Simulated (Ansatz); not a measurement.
**Geometry relaxation, with input and output: MoS2 (part 2 of 2)**

Continued. System: MoS2 (slab, 12 atoms in the cell). Method: DFT PBE+D3(BJ), scalar-relativistic, plane waves, PAW, no spin polarisation (Ansatz 0.2.0); cutoff 420 eV, 3×3×1 k-mesh, Gaussian smearing of 0.05 eV. The structure derives from an entry of the Crystallography Open Database. The input holds or restrains some coordinates. It belongs to a series of runs on one base structure; here: clean slab, lower planes held.

Geometry of the input (Å; fractional positions):
```
6.3059  0.0000  0.0000
-3.1529  5.4611  0.0000
0.0000  0.0000  19.1272
S  0.6667  0.3333  0.4183
S  0.6667  0.8333  0.4183
S  0.1667  0.3333  0.4183
S  0.1667  0.8333  0.4183
Mo 0.3333  0.1667  0.5000
Mo 0.3333  0.6667  0.5000
Mo 0.8333  0.1667  0.5000
Mo 0.8333  0.6667  0.5000
S  0.6667  0.3333  0.5817
S  0.6667  0.8333  0.5817
S  0.1667  0.3333  0.5817
S  0.1667  0.8333  0.5817
```

Output, continued
```
--- Per-component energies (eV) ---
  E_band       = -1756.969418
  E_kinetic    = 2625.121915
  E_local      = -60994.228706  (includes V_loc(G=0)·N_el)
  E_nonlocal   = 796.571405
  E_hartree    = 29024.597637
  E_xc         = -1514.207460
  E_vxc        = -1620.164880  (∫ρ·V_xc dr)
  E_paw        = -17606.213015  (= ΣΔE_a)
  E_vpaw       = -613.476972  (= ΣTr[D̂ρ^β])
  E_aug_tail   = 0.000157  (compensation charges beyond the density's cutoff)
  E_efield     = 0.000000  (sawtooth field / dipole correction)
  E_vefield    = 0.000013  (∫n·V_field dr)
  E_ewald      = 20617.137599
  E_disp       = -3.837708  (pairwise vdW)
  E_smearing   = -0.000000  (= −TS)
  E_closure    = 0.000000  (closes the sum)
  Σ components = -27055.058177   (vs F -27055.058177, Δ=0.00e0)
--- Forces (eV/Å), atoms counted from 1 ---
  atom   1  S      0.00000000     0.00000000     0.00008413
  atom   2  S      0.00000000     0.00000000     0.00008413
  atom   3  S      0.00000000     0.00000000     0.00008413
  atom   4  S      0.00000000     0.00000000     0.00008413
  atom   5  Mo     0.00000000     0.00000000    -0.00027749
  atom   6  Mo     0.00000000     0.00000000    -0.00027749
  atom   7  Mo     0.00000000     0.00000000    -0.00027749
  atom   8  Mo     0.00000000     0.00000000    -0.00027749
  atom   9  S      0.00000000     0.00000000     0.00018849
  atom  10  S      0.00000000     0.00000000     0.00018849
  atom  11  S      0.00000000     0.00000000     0.00018849
  atom  12  S      0.00000000     0.00000000     0.00018849
  max |Σ_I F_I| component: 1.95e-5 eV/Å
--- Band table (eV) ---
  k-point 0: bands = ["-61.5003", "-61.4579", "-61.4579", "-61.4579", "-35.8224", "-35.8224", "-35.8224", "-35.6598", "-35.5767", "-35.5767", "-35.5767", "-35.5091", "-35.5091", "-35.5091", "-35.4148", "-35.4148", "-14.8391", "-13.5308", "-12.8793", "-12.8793", "-12.8793", "-12.7393", "-12.7393", "-12.7393", "-6.5172", "-6.5172", "-6.5172", "-6.3494", "-5.5392", "-5.5392", "-5.5392", "-4.7735", "-4.7735", "-4.7735", "-3.8205", "-3.8205", "-3.8205", "-3.2368", "-3.2368", "-2.5988", "-2.5988", "-2.5988", "-2.5241", "-2.1122", "-2.1122", "-1.5675", "-1.5675", "-1.5675", "-1.3097", "-1.3097", "-1.3097", "-0.7534", "1.6868", "1.6868", "1.6868", "2.1750", "2.1750", "2.1842", "2.1842", "2.1842", "2.4106", "2.4106", "3.2411", "3.2411"]
  k-point 1: bands = ["-61.4897", "-61.4685", "-61.4579", "-61.4579", "-35.7716", "-35.7716", "-35.7229", "-35.6391", "-35.5976", "-35.5767", "-35.5767", "-35.5622", "-35.5622", "-35.5192", "-35.4857", "-35.4386", "-14.4297", "-13.4739", "-13.3601", "-12.9691", "-12.9022", "-12.9022", "-12.7217", "-12.7217", "-6.0409", "-6.0409", "-5.9574", "-5.9232", "-5.6229", "-5.6229", "-4.9129", "-4.5772", "-4.5140", "-4.5140", "-4.0122", "-3.9105", "-3.9105", "-3.6229", "-3.4952", "-3.0227", "-3.0227", "-2.8161", "-2.6782", "-2.4132", "-2.4132", "-2.3372", "-1.9558", "-1.7579", "-1.6684", "-1.1450", "-1.1450", "-1.0087", "1.6096", "1.6096", "1.6195", "1.6405", "1.6857", "1.9763", "2.0159", "2.2308", "2.2308", "2.7031", "2.7031", "2.7735"]
  k-point 2: bands = ["-61.4738", "-61.4738", "-61.4738", "-61.4526", "-35.7217", "-35.6757", "-35.6533", "-35.6533", "-35.6533", "-35.6080", "-35.6080", "-35.6080", "-35.5663", "-35.4938", "-35.4938", "-35.4938", "-13.7384", "-13.7384", "-13.7384", "-13.0710", "-13.0710", "-13.0710", "-12.5969", "-12.5678", "-6.1527", "-5.6359", "-5.6359", "-5.6359", "-5.3185", "-4.7850", "-4.4816", "-4.4816", "-4.4816", "-4.3709", "-4.3709", "-4.3709", "-4.2173", "-3.8860", "-3.8860", "-3.8860", "-3.5869", "-2.8690", "-2.5999", "-2.5999", "-2.5999", "-1.7155", "-1.7155", "-1.7155", "-1.4641", "-1.4641", "-1.4641", "-0.6652", "1.1144", "1.2588", "1.2588", "1.2588", "1.8702", "1.8702", "1.8702", "2.0606", "2.0606", "2.0606", "2.3662", "2.9517"]
--- Relaxed structure (3 steps of the walk, 3 accepted, 0 SCFs on fresh bases) ---
  F+E_penalty+E_count = -27055.05817664 eV   max|allowed force component| = 2.775e-4 eV/Å
  atoms:
    - { symbol: S, position: [0.6666666666666667, 0.3333333333333333, 0.4182518323] }
    - { symbol: S, position: [0.6666666666666666, 0.8333333333333334, 0.4182518323] }
    - { symbol: S, position: [0.16666666666666666, 0.33333333333333337, 0.4182518323] }
    - { symbol: S, position: [0.16666666666666663, 0.8333333333333334, 0.4182518323] }
    - { symbol: Mo, position: [0.3333333333333334, 0.16666666666666666, 0.5002291030004795] }
    - { symbol: Mo, position: [0.3333333333333334, 0.6666666666666666, 0.5002291030004795] }
    - { symbol: Mo, position: [0.8333333333333334, 0.16666666666666666, 0.5002291030004795] }
    - { symbol: Mo, position: [0.8333333333333335, 0.6666666666666666, 0.5002291030004795] }
    - { symbol: S, position: [0.6666666666666667, 0.3333333333333333, 0.5822054590440345] }
    - { symbol: S, position: [0.6666666666666666, 0.8333333333333334, 0.5822054590440345] }
    - { symbol: S, position: [0.16666666666666666, 0.33333333333333337, 0.5822054590440345] }
    - { symbol: S, position: [0.16666666666666663, 0.8333333333333334, 0.5822054590440345] }
```

Trajectory as extended XYZ (Å, eV, eV/Å), 3 frames, from step=1 to step=3
```
12
Lattice="6.3059 0.0000 0.0000 -3.1529 5.4611 0.0000 0.0000 0.0000 19.1272" Properties=species:S:1:pos:R:3:forces:R:3 step=1 energy=-27055.05666
S     3.1529    1.8204    8.0000    0.0000   0.0000  -0.0717
S     1.5765    4.5509    8.0000    0.0000   0.0000  -0.0717
S     0.0000    1.8204    8.0000    0.0000   0.0000  -0.0717
S    -1.5765    4.5509    8.0000    0.0000   0.0000  -0.0717
Mo    1.5765    0.9102    9.5644    0.0000   0.0000  -0.0245
Mo    0.0000    3.6407    9.5644    0.0000   0.0000  -0.0245
Mo    4.7294    0.9102    9.5644    0.0000   0.0000  -0.0245
Mo    3.1529    3.6407    9.5644    0.0000   0.0000  -0.0245
S     3.1529    1.8204   11.1272    0.0000   0.0000   0.0958
S     1.5765    4.5509   11.1272    0.0000   0.0000   0.0958
S     0.0000    1.8204   11.1272    0.0000   0.0000   0.0958
S    -1.5765    4.5509   11.1272    0.0000   0.0000   0.0958
12
Lattice="6.3059 0.0000 0.0000 -3.1529 5.4611 0.0000 0.0000 0.0000 19.1272" Properties=species:S:1:pos:R:3:forces:R:3 step=2 energy=-27055.05795
S     3.1529    1.8204    8.0000    0.0000   0.0000   0.0301
S     1.5765    4.5509    8.0000    0.0000   0.0000   0.0301
S     0.0000    1.8204    8.0000    0.0000   0.0000   0.0301
S    -1.5765    4.5509    8.0000    0.0000   0.0000   0.0301
Mo    1.5765    0.9102    9.5695    0.0000   0.0000   0.0055
Mo    0.0000    3.6407    9.5695    0.0000   0.0000   0.0055
Mo    4.7294    0.9102    9.5695    0.0000   0.0000   0.0055
Mo    3.1529    3.6407    9.5695    0.0000   0.0000   0.0055
S     3.1529    1.8204   11.1395    0.0000   0.0000  -0.0357
S     1.5765    4.5509   11.1395    0.0000   0.0000  -0.0357
S     0.0000    1.8204   11.1395    0.0000   0.0000  -0.0357
S    -1.5765    4.5509   11.1395    0.0000   0.0000  -0.0357
12
Lattice="6.3059 0.0000 0.0000 -3.1529 5.4611 0.0000 0.0000 0.0000 19.1272" Properties=species:S:1:pos:R:3:forces:R:3 step=3 energy=-27055.05818
S     3.1529    1.8204    8.0000    0.0000   0.0000   0.0001
S     1.5765    4.5509    8.0000    0.0000   0.0000   0.0001
S     0.0000    1.8204    8.0000    0.0000   0.0000   0.0001
S    -1.5765    4.5509    8.0000    0.0000   0.0000   0.0001
Mo    1.5765    0.9102    9.5680    0.0000   0.0000  -0.0003
Mo    0.0000    3.6407    9.5680    0.0000   0.0000  -0.0003
Mo    4.7294    0.9102    9.5680    0.0000   0.0000  -0.0003
Mo    3.1529    3.6407    9.5680    0.0000   0.0000  -0.0003
S     3.1529    1.8204   11.1360    0.0000   0.0000   0.0002
S     1.5765    4.5509   11.1360    0.0000   0.0000   0.0002
S     0.0000    1.8204   11.1360    0.0000   0.0000   0.0002
S    -1.5765    4.5509   11.1360    0.0000   0.0000   0.0002
```

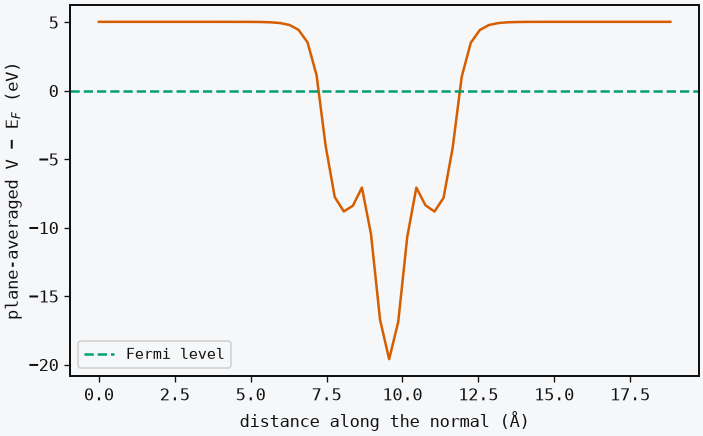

**Figure 1.** Plane average of the electrostatic potential energy of an electron across the cell, from the Fermi level. The vacuum level lies 5.03 eV above the Fermi level.

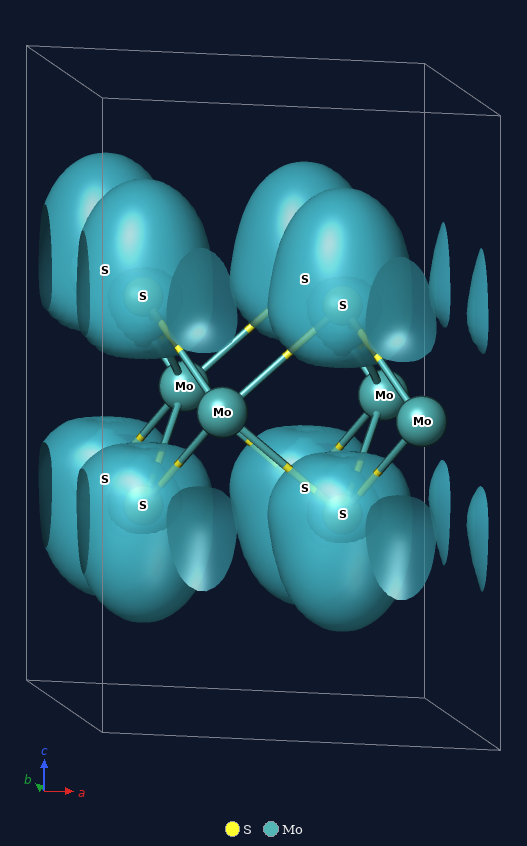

**Figure 2.** Isosurface of the electron localisation function at 0.7 (cyan), seen slightly off an axis. Only the valence region is drawn (cores and ρ < 0.01 e/Å³ removed). Sticks mark near contacts. Counts are for one cell; the picture repeats the cell along the surface. Along the contacts the grid gives the following. Mo–S (2.40 Å): the ELF is about 0.45 at the midpoint. The fields are those of the smooth PAW valence density.

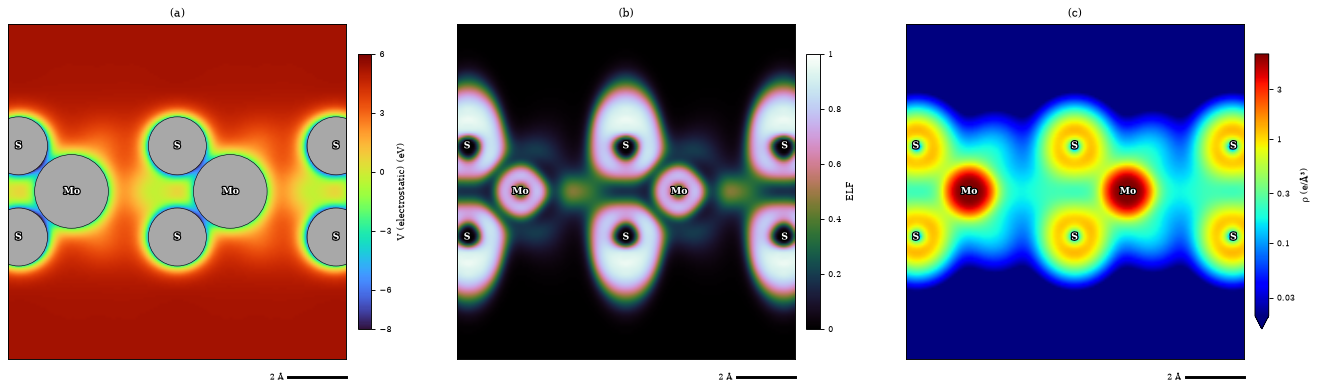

**Figure 3.** (a) electrostatic potential (local pseudopotential plus Hartree) felt by an electron; (b) ELF; (c) valence pseudo-density on the (110) plane of the calculation cell, a cut from vacuum to vacuum. Grey discs, where drawn, cover atomic cores. The section cuts through S and Mo sites. Mo–S (2.40 Å): ρ at the midpoint is about 0.61 e/Å³; the ELF is about 0.45 at the midpoint. The density dies away to nearly zero in the vacuum. The strong features right at Mo lie inside the PAW spheres (semicore, d or f shells) and say nothing about bonding.

Summary

| quantity | value |
| --- | --- |
| outcome | converged under the restraints of the input |
| electrons treated | 104 |
| free energy | −27055.0582 eV |
| work function, top face | 5.03 eV |
| work function, bottom face | 5.03 eV |
| Fermi energy | 0.225 eV |
| gap on the k-point mesh | 1.78 eV |
| final volume | 658.68 Å³ |
| work function (upper face) | 5.03 eV |
| largest force (length of the vector) at the end, held atoms and coordinates included | under 0.001 eV/Å |
| hardware | 4 threads of Arm Neoverse V2, 24 GiB of memory available, shared host |
| wall time | 8.2 s (CPU time 31 s) |
| peak memory | 0.93 GiB |
